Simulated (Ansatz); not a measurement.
## AgCl (Chlorargyrite, Fm-3m): a volume series of phonon spectra

Wanted: mode Grüneisen parameters of AgCl (Chlorargyrite) and a free-energy fit over volumes.

Experimental results on record:
- volume expansion coefficient 98.7 1e-6/K near room temperature (given in “Descriptors for thermal expansion in solids”, 2017, arXiv:1701.03966)
- heat capacity C_P per formula unit 53 J/mol/K near room temperature (given in “High-Throughput Prediction of Finite-Temperature Properties using the Quasi-Harmonic Approximation”, 2016, arXiv:1603.06924)

Program: Ansatz 0.2.0. Level of theory: DFT PBE, scalar-relativistic, plane waves, PAW. Results are calculated unless marked as measured.

The database entry behind the starting cell differs from later determinations by our own check (an axis about 1.4 % short against later determinations), so it need not match the best structure at ambient conditions.

**1. The starting structure**

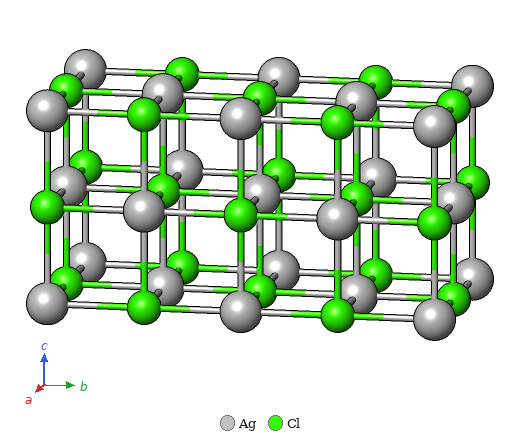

The cell as given, slightly off an axis (silver light grey, chlorine green). 1×2×1 cells are drawn. This picture shows the conventional cell, with its axes. Some periodic images of atoms are drawn too.

**2. A first coarse run**

A cheap single point shows whether the cell is a metal or an insulator and how far it is from rest; that sets the k-mesh and the occupations of what follows.

File input.yaml:

```yaml
crystal:
  lattice:
    - [0.0, 2.735, 2.735]
    - [2.735, 0.0, 2.735]
    - [2.735, 2.735, 0.0]
  atoms:
    - { symbol: Ag, position: [0.0, 0.0, 0.0] }
    - { symbol: Cl, position: [0.5, 0.5, 0.5] }
kpoints:
  mp_grid: { grid: [6, 6, 6] }
hamiltonian:
  xc: pbe
scf:
  occupations: { method: gaussian, width: 0.1 }
output:
  forces: true
  stress: true
  eigenvalues: true
```

Run with:

```sh
$ ansatz run input.yaml --threads 2 --pin off --max-ram 5120MiB --backend cpu --events-out ev --progress --plain --runs-dir out
```

Numbers of over 12 decimals in the logs are rounded to 6 here.

The program printed:

```text
Engine: ansatz 0.2.0, aarch64-unknown-linux-gnu
Pseudopotentials: kind: paw
Pseudopotential: Ag, paw, valence charge 19, recommended cutoff 420 eV (normal), Ag.paw.azcp
Pseudopotential: Cl, paw, valence charge 7, recommended cutoff 420 eV (normal), Cl.paw.azcp
Functional definition: PBE
  parameter kappa = 0.804
  parameter beta = 0.066725
  exchange = pbe_x(kappa = kappa, mu = beta*pi^2/3)
  correlation = pbe_c(beta = beta)
Crystal: 2 atoms, lattice volume = 40.917 Å³
Basis set: ecut = 420 eV, 821 PW (Γ), exchange–correlation on 54×54×54 points (8 copies of the dense FFT grid, shifted against one another)
Bands: 17, of which v1, the nominal top of the filled ones, is band 13 counted from 1 (12 counted from 0)
Symmetry: 48 space group operations
Space group: Fm-3m (ITA 225), of the structure as read, at distance tolerance 3.4e-5 Å
k-points: 16 of 216
Non-local potential: Ag, projectors of the file, l = 0: 3, l = 1: 2, l = 2: 2, l = 3: 1
Non-local potential: Cl, projectors of the file, l = 0: 2, l = 1: 2, l = 2: 2
PAW form: soft (Blöchl's): semilocal exchange-correlation on the pseudo side does not see the compensation charge
PAW one-centre angular grid: Ag, 590 points (default); XC on 64 Gauss nodes
PAW one-centre angular grid: Cl, 110 points (default); XC on 64 Gauss nodes
Initial density: superposition of atomic densities (neutral atoms: chi_scale 0, normalization atom), corrected by the library's trained network
Initial wavefunctions: pseudopotential atomic-orbital guess
Functional: x = pbe(κ = 0.804, μ = 0.219515), c = pbe(β = 0.066725)
SCF iter   1: F=—  HF=-8670.860438 eV  |F-HF|=—  |Δ(HF+E_count)|=         —  Δρ=7.40e-4  dr2=1.42e-4  ethr=1.77e-3  ⟨swp⟩=5.3  Hψ=1279  notcnv=0
preconditioner: auto → none  [insulator: Δε(μ)=0.897 eV  Ē_g=11.125 eV  σ=0.100 eV  W_gap=1.00  n_scr=14 (ndim 8)  ℏωp=24.6 eV  f_vac=0.026  D(μ)=0.00/eV (n_scr^D=0)  ε∞_Penn≈5.9]
SCF iter   2: F=—  HF=-8670.861058 eV  |F-HF|=—  |Δ(HF+E_count)|=   6.19e-4  Δρ=2.80e-4  dr2=1.93e-5  ethr=5.47e-7  ⟨swp⟩=2.6  Hψ=640  notcnv=0
SCF iter   3: F=—  HF=-8670.861059 eV  |F-HF|=—  |Δ(HF+E_count)|=   1.01e-6  Δρ=1.53e-4  dr2=3.67e-6  ethr=7.44e-8  ⟨swp⟩=2.1  Hψ=402  notcnv=0
SCF iter   4: F=—  HF=-8670.861064 eV  |F-HF|=—  |Δ(HF+E_count)|=   5.46e-6  Δρ=5.89e-5  dr2=6.15e-7  ethr=1.41e-8  ⟨swp⟩=2.1  Hψ=387  notcnv=0
iter 5 did not close the SCF: its close was put off for the readings that it lacked (scf_convergence_deferred on its scf_iter line)
SCF iter   5: F=-8670.861065 eV  HF=-8670.861065 eV  |F-HF|=5.98e-8  |Δ(HF+E_count)|=   1.23e-6  Δρ=1.22e-5  dr2=2.90e-8  ethr=2.37e-9  ⟨swp⟩=2.0  Hψ=414  notcnv=0
SCF iter   6: F=-8670.861065 eV  HF=-8670.861065 eV  |F-HF|=1.02e-9  |Δ(HF+E_count)|=   7.11e-8  Δρ=4.08e-6  dr2=4.83e-9  ethr=1.11e-10  ⟨swp⟩=1.9  Hψ=907  notcnv=0
SCF 1 converged in 6 iterations: F = -8670.861065 eV  dr2 = 4.83e-9
  greatest PAW one-centre occupation: 1.000 electrons in one spin orbital (limit 2), on the Ag atom at site 0 (counted from 0), in its partial waves of l = 0
SCF converged after 6 iterations
Free energy (F): -8670.861065 eV
Harris-Foulkes:  -8670.861065 eV  (|F-HF|=1.02e-9)
Internal energy: -8670.861065 eV  (E = F + TS)
E sigma→0 (E₀):  -8670.861065 eV
Fermi energy:    9.287896 eV
--- Per-component energies (eV) ---
  E_band       = -344.100549
  E_kinetic    = 690.210408
  E_local      = -3146.831573  (includes V_loc(G=0)·N_el)
  E_nonlocal   = 112.581697
  E_hartree    = 1384.263730
  E_xc         = -290.510594
  E_vxc        = -354.914246  (∫ρ·V_xc dr)
  E_paw        = -4564.782704  (= ΣΔE_a)
  E_vpaw       = -413.670118  (= ΣTr[D̂ρ^β])
  E_aug_tail   = 0.000415  (compensation charges beyond the density's cutoff)
  E_ewald      = -2855.792444
  E_smearing   = -0.000000  (= −TS)
  E_closure    = 0.000000  (closes the sum)
  Σ components = -8670.861065   (vs F -8670.861065, Δ=0.00e0)
--- Forces (eV/Å), atoms counted from 1 ---
  atom   1  Ag    -0.00000000     0.00000000    -0.00000000
  atom   2  Cl     0.00000000    -0.00000000    -0.00000000
  max |Σ_I F_I| component: 1.71e-30 eV/Å
--- Stress (GPa, compression-positive) ---
        3.940714      -0.000000      -0.000000
        0.000000       3.940714       0.000000
        0.000000       0.000000       3.940714
  P = ⅓ Tr σ = 3.9407 GPa (39.407 kbar)
--- Band table (eV; the first three rows and the last of 16) ---
  k-point 0: bands = [... 9 lower, 6.2499, 6.3316, 6.3316, 6.3316, 9.7291, 19.4916, 19.4916, 19.4916]
  k-point 1: bands = [... 9 lower, 6.3069, 6.5695, 7.4250, 7.4250, 10.9033, 17.6228, 18.8502, 18.8502]
  k-point 2: bands = [... 9 lower, 6.5081, 6.8063, 8.4064, 8.4064, 12.5290, 15.8908, 17.0986, 17.0986]
  k-point 15: bands = [... 9 lower, 6.7448, 6.7496, 6.7663, 7.4146, 12.3931, 16.5614, 17.0387, 17.8124]
```

Elapsed: 0.53 s, on 2 threads of Arm Neoverse V1, shared host; peak memory 0.27 GiB.

This step gave:

```yaml
pressure: 3.941 GPa
gap_on_the_k_mesh: 0.9049 eV
volume_per_atom: 20.46 Å³
```

The start is under 3.9 GPa at this level and looks like an insulator or semiconductor on this mesh.

**3. Relaxation**

Phonons are second derivatives about a minimum, so cell and atoms are relaxed first, inside the symmetry of the start.

input.yaml, the sections that differ from step 2:

```yaml
kpoints:
  mp_grid: { grid: [8, 8, 8] }
scf:
  occupations: { method: gaussian, width: 0.02 }
relax:
  adjacent_minimum: "off"
  f_tol: 0.005
  max_steps: 80
  cell: { stress_tol: 0.05 }
# crystal, hamiltonian, output: as in step 2
```

The program printed:

```text
[...]
Crystal: 2 atoms, lattice volume = 40.917 Å³
Basis set: ecut = 420 eV, 821 PW (Γ), exchange–correlation on 54×54×54 points (8 copies of the dense FFT grid, shifted against one another)
Bands: 17, of which v1, the nominal top of the filled ones, is band 13 counted from 1 (12 counted from 0)
Symmetry: 48 space group operations
[...]
k-points: 29 of 512
[...]
SCF iter   1: F=—  HF=-8670.860977 eV  |F-HF|=—  |Δ(HF+E_count)|=         —  Δρ=7.44e-4  dr2=1.46e-4  ethr=1.77e-3  ⟨swp⟩=5.6  Hψ=2420  notcnv=0
[...]
SCF iter   6: F=-8670.861663 eV  HF=-8670.861663 eV  |F-HF|=1.88e-9  |Δ(HF+E_count)|=   7.60e-8  Δρ=4.62e-6  dr2=6.31e-9  ethr=1.19e-10  ⟨swp⟩=2.0  Hψ=1629  notcnv=0
SCF 1 converged in 6 iterations: F = -8670.861663 eV  dr2 = 6.31e-9
[...]
relax step   1: F+E_penalty+E_count = -8670.86166334 eV  Δ(F+E_penalty+E_count) = +0.000e0 eV  max|allowed force component| = 1.394e-29 eV/Å  Δτ_max = 0.0000 Å  P = +3.930 GPa  Ω = 40.917 Å³  (6 SCF iters, dr2 threshold 1.00e-7 eV, accepted)
Crystal: 2 atoms, lattice volume = 44.156 Å³
Basis set: ecut = 420 eV, 869 PW (Γ), exchange–correlation on 54×54×54 points (8 copies of the dense FFT grid, shifted against one another)
[...]
iter 1 solved again at ethr=1.53e-5 eV; its pass at ethr=3.10e-3 eV (dr2=3.99e-3 eV) is discarded
[...]
SCF iter   5: F=-8670.897957 eV  HF=-8670.897956 eV  |F-HF|=2.56e-7  |Δ(HF+E_count)|=   5.09e-8  Δρ=2.60e-5  dr2=1.80e-7  ethr=7.69e-10  ⟨swp⟩=3.3  Hψ=2114  notcnv=0
SCF 2 converged in 5 iterations: F = -8670.897957 eV  dr2 = 1.80e-7
relax step   2: F+E_penalty+E_count = -8670.89795665 eV  Δ(F+E_penalty+E_count) = -3.629e-2 eV  max|allowed force component| = 1.867e-29 eV/Å  Δτ_max = 0.0000 Å  P = +0.035 GPa  Ω = 44.156 Å³  energy of the carried Pulay correction = -7.678e-4 eV  (5 SCF iters, dr2 threshold 2.00e-7 eV, accepted)
[...]
SCF iter   6: F=-8670.898569 eV  HF=-8670.898569 eV  |F-HF|=3.09e-11  |Δ(HF+E_count)|=   3.74e-9  Δρ=1.31e-7  dr2=6.39e-12  ethr=1.00e-12  ⟨swp⟩=3.9  Hψ=2323  notcnv=0
SCF 3 converged in 6 iterations: F = -8670.898569 eV  dr2 = 6.39e-12
relax step   3: F+E_penalty+E_count = -8670.89856947 eV  Δ(F+E_penalty+E_count) = -6.128e-4 eV  max|allowed force component| = 1.262e-29 eV/Å  Δτ_max = 0.0000 Å  P = +0.020 GPa  Ω = 44.156 Å³  stress off target by 1.96e-2 GPa  SCF on the basis re-selected at this cell (its energy is not comparable with the rows above)  (6 SCF iters)
basis re-selected at this cell: Δ(F+E_penalty+E_count) = -6.128e-4 eV, ΔP = -0.015 GPa vs the last step (what re-selecting the basis moved, of the pressure what is left beyond the Pulay correction that the steps carried, after the strain that the cell walked since its last selection, with what the two solves' SCF thresholds leave and, on support functions, any second-order correction that the steps lacked; it is no m [...]
SCF converged after 6 iterations
Free energy (F): -8670.898569 eV
[...]
Internal energy: -8670.898569 eV  (E = F + TS)
E sigma→0 (E₀):  -8670.898569 eV
Fermi energy:    7.988505 eV
[...]
--- Stress (GPa, compression-positive) ---
        0.019642       0.000000       0.000000
        0.000000       0.019642       0.000000
        0.000000      -0.000000       0.019642
  P = ⅓ Tr σ = 0.0196 GPa (0.196 kbar)
--- Band table (eV; the first three rows and the last of 29) ---
  k-point 0: bands = [... 9 lower, 5.2581, 5.3502, 5.3502, 5.3502, 8.4494, 18.2461, 18.2461, 18.2461]
  k-point 1: bands = [... 9 lower, 5.2692, 5.4907, 6.0612, 6.0612, 9.1403, 16.9607, 17.9282, 17.9282]
  k-point 2: bands = [... 9 lower, 5.3843, 5.6291, 6.7778, 6.7778, 10.4319, 15.3170, 16.6591, 16.6591]
  k-point 28: bands = [... 9 lower, 5.6417, 5.6528, 5.6645, 6.4252, 11.6744, 15.3858, 15.3858, 15.4933]
--- Relaxed structure (2 steps of the walk, 2 accepted, 1 SCFs on fresh bases) ---
  F+E_penalty+E_count = -8670.89856947 eV   max|allowed force component| = 1.262e-29 eV/Å   (the final SCF, on the basis selected at the relaxed cell)
  cell:  # Å, volume = 44.1558 Å³
    - [0, 2.805342, 2.805342]
    - [2.805342, 0, 2.805342]
    - [2.805342, 2.805342, 0]
  atoms:
    - { symbol: Ag, position: [0, 0, 0] }
    - { symbol: Cl, position: [0.500000, 0.500000, 0.500000] }
```

It took 2.3 s on 2 threads; peak memory 0.31 GiB; 4.4 s of CPU time.

Step by step:

```tsv
step	energy less that of the first step (eV)	largest force component (eV/Å)	pressure (GPa)	volume (Å³)
1	0.0000	0.0000	3.93	40.92
2	-0.0363	0.0000	0.03	44.16
3*	-0.0369	0.0000	0.02	44.16
```

Relaxation steps marked * repeat the geometry before them on a plane-wave basis chosen anew for their cell, so energy and pressure can jump there.

The run keeps the 48 symmetry operations that it works with, so distortions that break them were not tested.

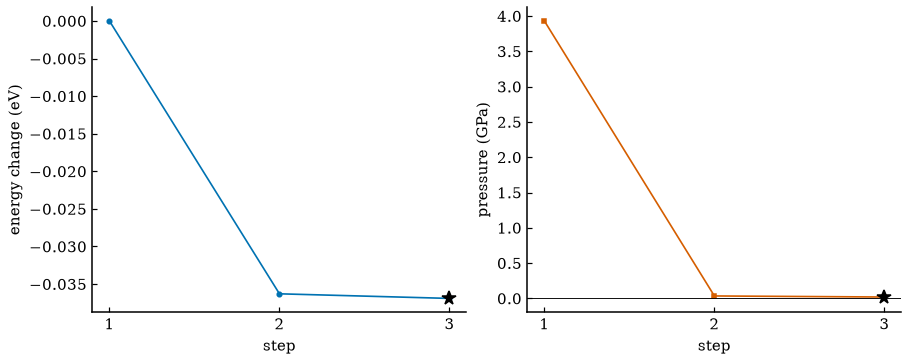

Energy and pressure along the relaxation. Stars mark steps on a basis chosen anew.

```tsv
conventional cell, symmetrised	before	after	change
a (Å)	5.470	5.611	+2.6 %
b (Å)	5.470	5.611	+2.6 %
c (Å)	5.470	5.611	+2.6 %
volume (Å³/atom)	20.46	22.08	+7.9 %
```

The relaxed structure:

```cif
data_structure
_symmetry_space_group_name_H-M 'P 1'
_symmetry_Int_Tables_number 1
_cell_length_a 3.9674
_cell_length_b 3.9674
_cell_length_c 3.9674
_cell_angle_alpha 60.000
_cell_angle_beta 60.000
_cell_angle_gamma 60.000
_cell_volume 44.16
loop_
_atom_site_label
_atom_site_type_symbol
_atom_site_fract_x
_atom_site_fract_y
_atom_site_fract_z
_atom_site_occupancy
Ag1 Ag 0.00000 0.00000 0.00000 1
Cl2 Cl 0.50000 0.50000 0.50000 1
```

Numbers from this step:

| Item | Value |
| --- | --- |
| pressure | 0.01964 GPa |
| gap on the k-mesh | 0.9227 eV |
| volume per atom | 22.08 Å³ |

The relaxation ends with a pressure of 0.02 GPa.

**4. Relaxing to small residual forces and stress**

The thresholds are tightened for a last relaxation ahead of the phonons, and where mesh or smearing change with them the cell follows.

input.yaml, the sections that differ from step 3:

```yaml
crystal:
  lattice:
    - [0.0, 2.8053419547, 2.8053419547]
    - [2.8053419547, 0.0, 2.8053419547]
    - [2.8053419547, 2.8053419547, 0.0]
  atoms:
    - { symbol: Ag, position: [0.0, 0.0, 0.0] }
    - { symbol: Cl, position: [0.5, 0.5, 0.5] }
scf:
  occupations: { method: fixed }
relax:
  adjacent_minimum: "off"
  f_tol: 0.001
  max_steps: 60
  cell: { stress_tol: 0.01 }
# kpoints, hamiltonian, output: as in step 3
```

The program printed:

```text
[...]
Crystal: 2 atoms, lattice volume = 44.156 Å³
Basis set: ecut = 420 eV, 869 PW (Γ), exchange–correlation on 54×54×54 points (8 copies of the dense FFT grid, shifted against one another)
Bands: 17, of which v1, the nominal top of the filled ones, is band 13 counted from 1 (12 counted from 0)
Symmetry: 48 space group operations
[...]
k-points: 29 of 512
[...]
k-point 28: bands = [... 9 lower, 5.6348, 5.6457, 5.6575, 6.4179, 11.6654, 15.3774, 15.3774, 15.4847]
--- Relaxed structure (2 steps of the walk, 2 accepted, 1 SCFs on fresh bases) ---
[...]
cell:  # Å, volume = 44.1783 Å³
    - [0, 2.805818, 2.805818]
    - [2.805818, 0, 2.805818]
    - [2.805818, 2.805818, 0]
  atoms:
    - { symbol: Ag, position: [0, 0, 0] }
    - { symbol: Cl, position: [0.500000, 0.500000, 0.500000] }
[key lines of the parts left out:]
SCF converged after 5 iterations
Free energy (F): -8670.898581 eV
Fermi energy:    7.518391 eV
P = ⅓ Tr σ = -0.0019 GPa (-0.019 kbar)
```

Elapsed: 2.2 s, on 2 threads; peak memory 0.3 GiB.

Little changed from the start: no atom moved by 0.005 Å and no cell edge by 0.1 %.

This step gave:

```
pressure          : -0.001859 GPa
gap on the k-mesh : 0.9229 eV
volume per atom   : 22.09 Å³
```

The residual pressure is -0.0019 GPa, small enough for phonons.

(Part 1 of 3 ends here.)

[Logs are printed without paths, hosts, clocks, repeated set-up lines and the standing remarks that a program may print on its own settings, such as how far it seeks lower states.]

[Hosts, paths, dates, database ids (printed as entryN), source tags and the programs' standing remarks are cut or masked in the printed files.]

[A step with changed settings may run another functional than the one named; its input shows which.]

[Of the runs on displaced cells, only some may be shown.]
